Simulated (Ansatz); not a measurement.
## Geometry relaxation, with input and output: Ga2O3 (part 1 of 3)

System: Ga2O3 (P1, 40 atoms in the cell).
Method: DFT PBEsol, scalar-relativistic, plane waves, PAW, no spin polarisation (Ansatz 0.2.0).

The structure derives from a Materials Project entry. It belongs to a series of runs on one base structure; here: the perfect supercell shaken and relaxed.

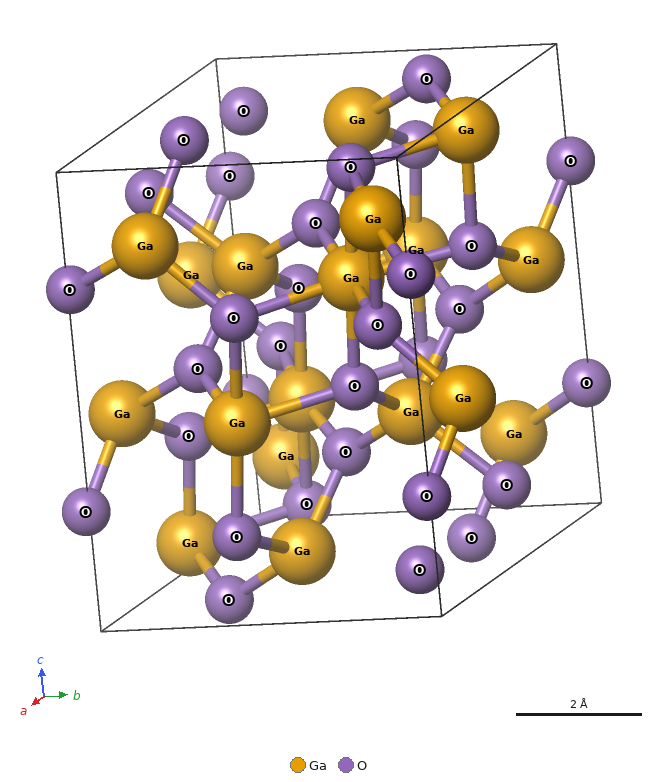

Fig. 1: The structure as given in the input (ball-and-stick view of the cell of the calculation, seen slightly off an axis). An atom can appear more than once, as a periodic image. Near neighbours in the periodic cell (some may lie outside the picture): Ga has 6 O at 1.87 to 2.11 Å; Ga has 4 O at 1.75 to 1.94 Å; O has 3 Ga at 1.75 to 2.04 Å; O has 4 Ga at 1.80 to 2.11 Å.

### Input
```yaml
crystal:
  lattice:
    - [4.7582719475, -1.523659857, 5.6477888114]
    - [6.1387134723, 4.570979571, 0.0036360933]
    - [-1.3804415248, 6.094639428, 5.6441527181]
  atoms:
    - { symbol: Ga, position: [0.8511686272, 0.8372619703, 0.8348673551] }
    - { symbol: Ga, position: [0.0929306791, 0.5762916577, 0.5889653582] }
    - { symbol: Ga, position: [0.5953365007, 0.0831437099, 0.0906599941] }
    - { symbol: Ga, position: [0.3541622022, 0.3311808939, 0.3361348864] }
    - { symbol: Ga, position: [0.9037409572, 0.4101118859, 0.4173552256] }
    - { symbol: Ga, position: [0.153312559, 0.1674226398, 0.1674559878] }
    - { symbol: Ga, position: [0.663607682, 0.6642136484, 0.6652651621] }
    - { symbol: Ga, position: [0.4045230313, 0.9130620931, 0.9147714638] }
    - { symbol: Ga, position: [0.0364270338, 0.7818918714, 0.1673263961] }
    - { symbol: Ga, position: [0.2734129401, 0.5320887142, 0.9166063966] }
    - { symbol: Ga, position: [0.7967266901, 0.0221873373, 0.423823674] }
    - { symbol: Ga, position: [0.5312333857, 0.2915705141, 0.6702535549] }
    - { symbol: Ga, position: [0.7078411432, 0.4650210748, 0.0869999002] }
    - { symbol: Ga, position: [0.9625378656, 0.2206247378, 0.8234116366] }
    - { symbol: Ga, position: [0.4750370609, 0.706929861, 0.3262381292] }
    - { symbol: Ga, position: [0.2057732665, 0.9672810905, 0.5817934142] }
    - { symbol: O, position: [1.0003927087, 0.0085464609, 0.7448097368] }
    - { symbol: O, position: [0.2455139377, 0.7635901457, 0.4903762431] }
    - { symbol: O, position: [0.7526810439, 0.2608237116, 1.0002024858] }
    - { symbol: O, position: [0.4861823685, 0.5121070592, 0.2475945909] }
    - { symbol: O, position: [0.7604919953, 0.2390216465, 0.5058464677] }
    - { symbol: O, position: [0.0013187851, 0.9915075297, 0.2619772852] }
    - { symbol: O, position: [0.4999800099, 0.4958667969, 0.7495877839] }
    - { symbol: O, position: [0.2573609474, 0.7386617168, -0.0040749196] }
    - { symbol: O, position: [0.0866262334, 0.5625305264, 0.3477058918] }
    - { symbol: O, position: [0.3350007918, 0.3065920207, 0.1026232911] }
    - { symbol: O, position: [0.8356260797, 0.8142285992, 0.5996339562] }
    - { symbol: O, position: [0.5881771675, 0.060901804, 0.8509018632] }
    - { symbol: O, position: [0.6578271421, 0.6923048566, 0.9036516922] }
    - { symbol: O, position: [0.9125294886, 0.4355359863, 0.646281763] }
    - { symbol: O, position: [0.4144440434, 0.9351786944, 0.1437849495] }
    - { symbol: O, position: [0.1568525425, 0.1864049682, 0.4074573066] }
    - { symbol: O, position: [0.4281708561, 0.9105135159, 0.6693864159] }
    - { symbol: O, position: [0.6792282714, 0.6516500348, 0.4338315722] }
    - { symbol: O, position: [0.1758906125, 0.154320735, 0.9249149461] }
    - { symbol: O, position: [0.9394822033, 0.3939470934, 0.1787519746] }
    - { symbol: O, position: [0.3324689809, 0.3428052237, 0.5714457136] }
    - { symbol: O, position: [0.5755785432, 0.1008129616, 0.3170781478] }
    - { symbol: O, position: [0.0729768428, 0.596079892, 0.8119671354] }
    - { symbol: O, position: [0.8215113383, 0.8607729039, 0.0621103573] }
basis:
  ecutwfc: 420
  xc_grid: 2
kpoints:
  mp_grid: { grid: [2, 2, 2], shift: [0.5, 0.5, 0.5] }
hamiltonian:
  xc: pbesol
scf:
  occupations: { method: gaussian, width: 0.02 }
output:
  forces: true
  stress: false
  eigenvalues: true
relax:
  adjacent_minimum: "off"
  f_tol: 0.03
  max_steps: 25
```

Command:
```bash
ansatz run input.yaml --threads 8 --pin off --max-ram 16384MiB --backend cpu --events-out ev --progress --plain --runs-dir out
```

### Output
```
Engine: ansatz 0.2.0, x86_64-unknown-linux-gnu
Pseudopotentials: kind: paw
Pseudopotential: Ga, paw, valence charge 13, recommended cutoff 420 eV (normal), Ga.paw.azcp
Pseudopotential: O, paw, valence charge 6, recommended cutoff 420 eV (normal), O.paw.azcp
Functional definition: PBEsol
  exchange = pbesol_x
  correlation = pbesol_c
Crystal: 40 atoms, lattice volume = 422.393 Å³
Basis set: ecut = 420 eV, 8239 PW (Γ), exchange–correlation on 108×108×120 points (8 copies of the dense FFT grid, shifted against one another)
Bands: 216, of which v1, the nominal top of the filled ones, is band 176 counted from 1 (175 counted from 0)
Symmetry: 1 space group operations
Space group: P1 (ITA 1), of the structure as read, at distance tolerance 7.5e-5 Å
k-points: 4 of 8 (time reversal used)
Non-local potential: Ga, projectors of the file, l = 0: 2, l = 1: 2, l = 2: 3, l = 3: 1
Non-local potential: O, projectors of the file, l = 0: 2, l = 1: 2, l = 2: 1
PAW form: soft (Blöchl's): semilocal exchange-correlation on the pseudo side does not see the compensation charge
PAW frozen core: Ga, regenerated for the run's functional, and the local potential with it (the file was generated under x = pbe(κ = 0.804, μ = 0.2195149727645171), c = pbe(β = 0.06672455060314922))
PAW frozen core: O, regenerated for the run's functional, and the local potential with it (the file was generated under x = pbe(κ = 0.804, μ = 0.2195149727645171), c = pbe(β = 0.06672455060314922))
PAW one-centre angular grid: Ga, 590 points (default); XC on 64 Gauss nodes
PAW one-centre angular grid: O, 110 points (default); XC on 64 Gauss nodes
Initial density: superposition of atomic densities (neutral atoms: chi_scale 0, normalization atom), corrected by the library's trained network
Initial wavefunctions: pseudopotential atomic-orbital guess
Functional: x = pbesol(κ = 0.804, μ = 0.12345679012345678), c = pbesol(β = 0.046)
SCF iter   1: F=—  HF=-73366.145128 eV  |F-HF|=—  |Δ(HF+E_count)|=         —  Δρ=1.64e-2  dr2=8.79e-1  ethr=1.77e-3  ⟨swp⟩=6.0  Hψ=3152  notcnv=0  defer=13
preconditioner: auto → Resta (q_TF=auto, 2.647 Å⁻¹)  ε∞=4.7  [insulator: Δε(μ)=2.770 eV  Ē_g=17.528 eV  σ=0.020 eV  W_gap=1.00  n_scr=130 (ndim 8)  ℏωp=33.9 eV  f_vac=0.015  D(μ)=0.00/eV (n_scr^D=0)  ε∞_Penn≈4.7]
SCF iter   2: F=—  HF=-73365.890488 eV  |F-HF|=—  |Δ(HF+E_count)|=   2.55e-1  Δρ=2.18e-3  dr2=1.14e-2  ethr=2.50e-4  ⟨swp⟩=2.0  Hψ=1260  notcnv=0  defer=130
SCF iter   3: F=—  HF=-73365.891201 eV  |F-HF|=—  |Δ(HF+E_count)|=   7.13e-4  Δρ=1.13e-3  dr2=3.67e-3  ethr=3.24e-6  ⟨swp⟩=3.0  Hψ=1671  notcnv=0  defer=130
SCF iter   4: F=—  HF=-73365.891883 eV  |F-HF|=—  |Δ(HF+E_count)|=   6.82e-4  Δρ=4.96e-4  dr2=8.20e-4  ethr=1.04e-6  ⟨swp⟩=2.0  Hψ=1346  notcnv=0  defer=130
SCF iter   5: F=—  HF=-73365.891681 eV  |F-HF|=—  |Δ(HF+E_count)|=   2.02e-4  Δρ=1.14e-4  dr2=5.04e-5  ethr=2.33e-7  ⟨swp⟩=2.0  Hψ=1350  notcnv=0  defer=130
SCF iter   6: F=-73365.891718 eV  HF=-73365.891727 eV  |F-HF|=8.79e-6  |Δ(HF+E_count)|=   4.62e-5  Δρ=5.68e-5  dr2=1.00e-5  ethr=6.39e-9  ⟨swp⟩=10.5  Hψ=4149  notcnv=0
SCF 1 converged in 6 iterations: F = -73365.891718 eV  dr2 = 1.00e-5
  greatest PAW one-centre occupation: 0.998 electrons in one spin orbital (limit 2), on the Ga atom at site 4 (counted from 0), in its partial waves of l = 2
relax step   1: F+E_penalty+E_count = -73365.89171848 eV  Δ(F+E_penalty+E_count) = +0.000e0 eV  max|allowed force component| = 2.746e0 eV/Å  Δτ_max = 0.0000 Å  (6 SCF iters, dr2 threshold 2.25e-5 eV, accepted)
Initial density: handed on by an earlier stage of this run
Initial wavefunctions: those handed on with the density
iter 1 solved again at ethr=6.21e-5 eV; its pass at ethr=3.10e-3 eV (dr2=2.19e-1 eV) is discarded
SCF iter   1: F=—  HF=-73366.953135 eV  |F-HF|=—  |Δ(HF+E_count)|=         —  Δρ=1.30e-2  dr2=2.19e-1  ethr=6.21e-5  ⟨swp⟩=2.0  Hψ=2501  notcnv=0  defer=133
preconditioner: auto → Resta (q_TF=auto, 2.647 Å⁻¹)  ε∞=4.7  [insulator: Δε(μ)=3.086 eV  Ē_g=17.596 eV  σ=0.020 eV  W_gap=1.00  n_scr=130 (ndim 8)  ℏωp=33.9 eV  f_vac=0.011  D(μ)=0.00/eV (n_scr^D=0)  ε∞_Penn≈4.7]
SCF iter   2: F=—  HF=-73366.897135 eV  |F-HF|=—  |Δ(HF+E_count)|=   5.60e-2  Δρ=6.42e-3  dr2=5.50e-2  ethr=6.21e-5  ⟨swp⟩=3.0  Hψ=1365  notcnv=0  defer=133
SCF iter   3: F=—  HF=-73366.887547 eV  |F-HF|=—  |Δ(HF+E_count)|=   9.59e-3  Δρ=1.39e-3  dr2=6.62e-3  ethr=1.56e-5  ⟨swp⟩=2.0  Hψ=1366  notcnv=0  defer=133
SCF iter   4: F=—  HF=-73366.886567 eV  |F-HF|=—  |Δ(HF+E_count)|=   9.80e-4  Δρ=3.99e-4  dr2=1.08e-3  ethr=1.88e-6  ⟨swp⟩=2.2  Hψ=1513  notcnv=0  defer=133
SCF iter   5: F=—  HF=-73366.886491 eV  |F-HF|=—  |Δ(HF+E_count)|=   7.62e-5  Δρ=1.82e-4  dr2=1.50e-4  ethr=3.08e-7  ⟨swp⟩=2.0  Hψ=1019  notcnv=0  defer=133
SCF iter   6: F=-73366.886449 eV  HF=-73366.886466 eV  |F-HF|=1.67e-5  |Δ(HF+E_count)|=   2.47e-5  Δρ=8.45e-5  dr2=2.86e-5  ethr=2.84e-8  ⟨swp⟩=9.8  Hψ=4117  notcnv=0
SCF 2 converged in 6 iterations: F = -73366.886449 eV  dr2 = 2.86e-5
  greatest PAW one-centre occupation: 0.998 electrons in one spin orbital (limit 2), on the Ga atom at site 6 (counted from 0), in its partial waves of l = 2
relax step   2: F+E_penalty+E_count = -73366.88644927 eV  Δ(F+E_penalty+E_count) = -9.947e-1 eV  max|allowed force component| = 1.213e0 eV/Å  Δτ_max = 0.0704 Å  (6 SCF iters, dr2 threshold 1.00e-4 eV, accepted)
SCF iter   1: F=—  HF=-73367.415030 eV  |F-HF|=—  |Δ(HF+E_count)|=         —  Δρ=1.35e-2  dr2=2.80e-1  ethr=4.86e-4  ⟨swp⟩=4.0  Hψ=2012  notcnv=0  defer=133
preconditioner: auto → Resta (q_TF=auto, 2.647 Å⁻¹)  ε∞=4.7  [insulator: Δε(μ)=3.170 eV  Ē_g=17.605 eV  σ=0.020 eV  W_gap=1.00  n_scr=130 (ndim 8)  ℏωp=33.9 eV  f_vac=0.010  D(μ)=0.00/eV (n_scr^D=0)  ε∞_Penn≈4.7]
SCF iter   2: F=—  HF=-73367.334946 eV  |F-HF|=—  |Δ(HF+E_count)|=   8.01e-2  Δρ=6.44e-3  dr2=6.44e-2  ethr=7.95e-5  ⟨swp⟩=3.0  Hψ=1364  notcnv=0  defer=133
SCF iter   3: F=—  HF=-73367.323083 eV  |F-HF|=—  |Δ(HF+E_count)|=   1.19e-2  Δρ=1.57e-3  dr2=7.89e-3  ethr=1.83e-5  ⟨swp⟩=2.0  Hψ=1366  notcnv=0  defer=133
SCF iter   4: F=—  HF=-73367.322295 eV  |F-HF|=—  |Δ(HF+E_count)|=   7.88e-4  Δρ=4.05e-4  dr2=9.99e-4  ethr=2.24e-6  ⟨swp⟩=2.0  Hψ=1427  notcnv=0  defer=133
SCF iter   5: F=—  HF=-73367.322464 eV  |F-HF|=—  |Δ(HF+E_count)|=   1.69e-4  Δρ=1.82e-4  dr2=1.52e-4  ethr=2.84e-7  ⟨swp⟩=2.0  Hψ=1019  notcnv=0  defer=133
SCF iter   6: F=-73367.322419 eV  HF=-73367.322435 eV  |F-HF|=1.64e-5  |Δ(HF+E_count)|=   2.91e-5  Δρ=8.22e-5  dr2=2.82e-5  ethr=2.61e-8  ⟨swp⟩=9.0  Hψ=4316  notcnv=0
SCF 3 converged in 6 iterations: F = -73367.322419 eV  dr2 = 2.82e-5
  greatest PAW one-centre occupation: 0.998 electrons in one spin orbital (limit 2), on the Ga atom at site 3 (counted from 0), in its partial waves of l = 2
relax step   3: F+E_penalty+E_count = -73367.32241859 eV  Δ(F+E_penalty+E_count) = -4.360e-1 eV  max|allowed force component| = 2.428e-2 eV/Å  Δτ_max = 0.0631 Å  (6 SCF iters, dr2 threshold 9.20e-5 eV, accepted)
iter 1 solved again at ethr=8.05e-9 eV; its pass at ethr=3.10e-3 eV (dr2=2.83e-5 eV) is discarded
SCF iter   1: F=—  HF=-73367.322400 eV  |F-HF|=—  |Δ(HF+E_count)|=         —  Δρ=8.24e-5  dr2=2.83e-5  ethr=8.05e-9  ⟨swp⟩=1.0  Hψ=2024  notcnv=0
preconditioner: auto → Resta (q_TF=auto, 2.647 Å⁻¹)  ε∞=4.7  [insulator: Δε(μ)=3.173 eV  Ē_g=17.589 eV  σ=0.020 eV  W_gap=1.00  n_scr=130 (ndim 8)  ℏωp=33.9 eV  f_vac=0.011  D(μ)=0.00/eV (n_scr^D=0)  ε∞_Penn≈4.7]
SCF iter   2: F=—  HF=-73367.322432 eV  |F-HF|=—  |Δ(HF+E_count)|=   3.20e-5  Δρ=3.34e-5  dr2=7.35e-6  ethr=8.04e-9  ⟨swp⟩=2.0  Hψ=1405  notcnv=0
SCF iter   3: F=—  HF=-73367.322432 eV  |F-HF|=—  |Δ(HF+E_count)|=   3.05e-7  Δρ=2.11e-5  dr2=3.31e-6  ethr=2.09e-9  ⟨swp⟩=2.2  Hψ=843  notcnv=0
SCF iter   4: F=—  HF=-73367.322432 eV  |F-HF|=—  |Δ(HF+E_count)|=   1.55e-7  Δρ=7.05e-6  dr2=1.87e-7  ethr=9.39e-10  ⟨swp⟩=2.0  Hψ=1019  notcnv=0
SCF iter   5: F=-73367.322432 eV  HF=-73367.322432 eV  |F-HF|=6.11e-9  |Δ(HF+E_count)|=   1.59e-8  Δρ=2.56e-6  dr2=2.62e-8  ethr=2.84e-11  ⟨swp⟩=6.0  Hψ=2974  notcnv=0
SCF 4 converged in 5 iterations: F = -73367.322432 eV  dr2 = 2.62e-8
  greatest PAW one-centre occupation: 0.998 electrons in one spin orbital (limit 2), on the Ga atom at site 7 (counted from 0), in its partial waves of l = 2
relax step   4: F+E_penalty+E_count = -73367.32243237 eV  Δ(F+E_penalty+E_count) = -1.378e-5 eV  max|allowed force component| = 2.448e-2 eV/Å  Δτ_max = 0.0000 Å  (5 SCF iters, accepted)
```

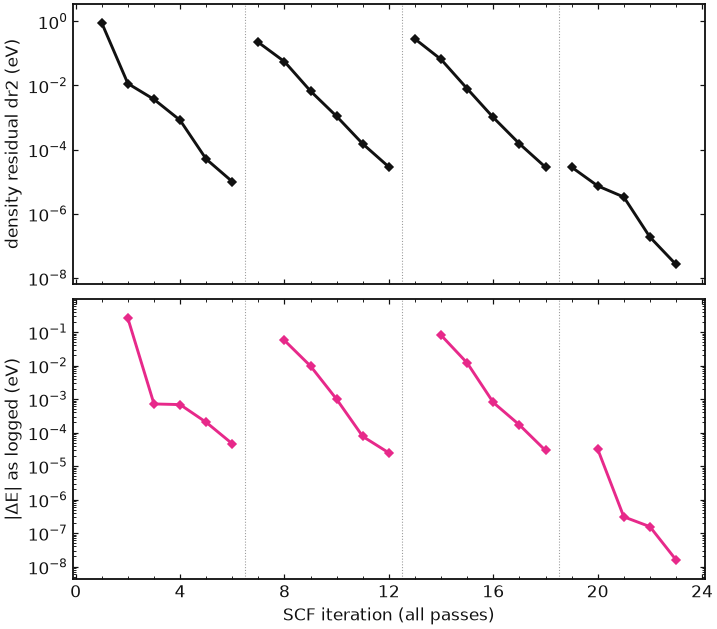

Fig. 2: Convergence of the self-consistent field: density residual dr2 and size of the energy change against the SCF iteration. The dotted lines part the SCF passes of the relaxation: geometry steps, rejected trials and re-solves on a re-selected basis. The passes take 6, 6, 6 and 5 iterations.

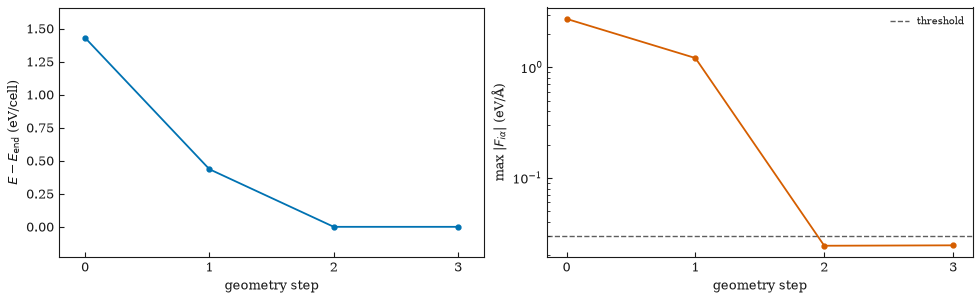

Fig. 3: Progress of the relaxation, step by step (the first geometry is step 0 here and step 1 in the log).

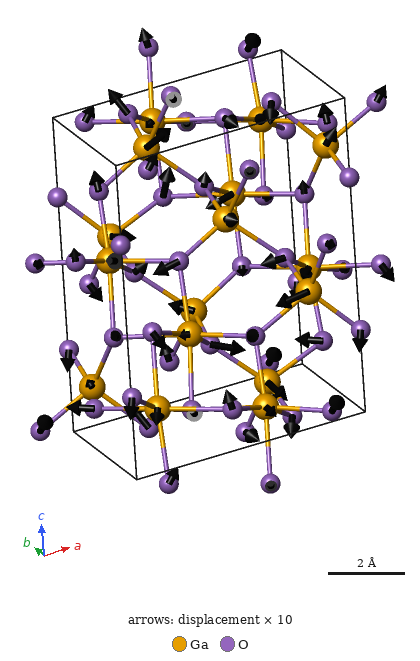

Fig. 4: The starting structure with the displacements as black arrows, magnified 10 times (ball-and-stick view of the cell of the calculation, with bonded neighbours outside it, seen slightly off an axis). Over 3 geometry steps the energy falls by 1.431 eV per cell of the calculation. Largest force component: 2.7 eV/Å at the start, 0.024 eV/Å at the end. The largest moves, 0.11 Å, are those of Ga10 and Ga11. Largest moves by element: Ga 0.11 Å, O 0.10 Å. The cell stays as it was. Distances before and after: Ga2–O18 2.035 → 1.942 Å, Ga6–O35 2.036 → 1.946 Å, Ga12–O37 1.753 → 1.839 Å, Ga7–O33 2.033 → 1.947 Å. Among the angles that change: O20–Ga15–O34 113.7° → 107.2°, O23–Ga10–O24 105.2° → 111.6°, Ga8–O24–Ga10 130.1° → 124.0°. The space group (tolerance 0.01 Å) goes from P1 (No. 1) to C2/m (No. 12). (Atoms are counted from 1 in the order of the input.)

```
SCF converged after 5 iterations
Free energy (F): -73367.322432 eV
Harris-Foulkes:  -73367.322432 eV  (|F-HF|=6.11e-9)
Internal energy: -73367.322432 eV  (E = F + TS)
E sigma→0 (E₀):  -73367.322432 eV
Fermi energy:    9.479221 eV
--- Per-component energies (eV) ---
  E_band       = -458.581980
  E_kinetic    = 6061.596949
  E_local      = -36474.418254  (includes V_loc(G=0)·N_el)
  E_nonlocal   = 8106.081979
  E_hartree    = 16338.688680
  E_xc         = -2818.158393
  E_vxc        = -3145.505616  (∫ρ·V_xc dr)
  E_paw        = -34995.878840  (= ΣΔE_a)
  E_vpaw       = -7683.772227  (= ΣTr[D̂ρ^β])
  E_aug_tail   = 0.056944  (compensation charges beyond the density's cutoff)
  E_ewald      = -29599.946051
  E_core_change = 14.654555  (= ΣΔE_core)
  E_smearing   = -0.000000  (= −TS)
  E_closure    = -0.000000  (closes the sum)
  Σ components = -73367.322432   (vs F -73367.322432, Δ=0.00e0)
```
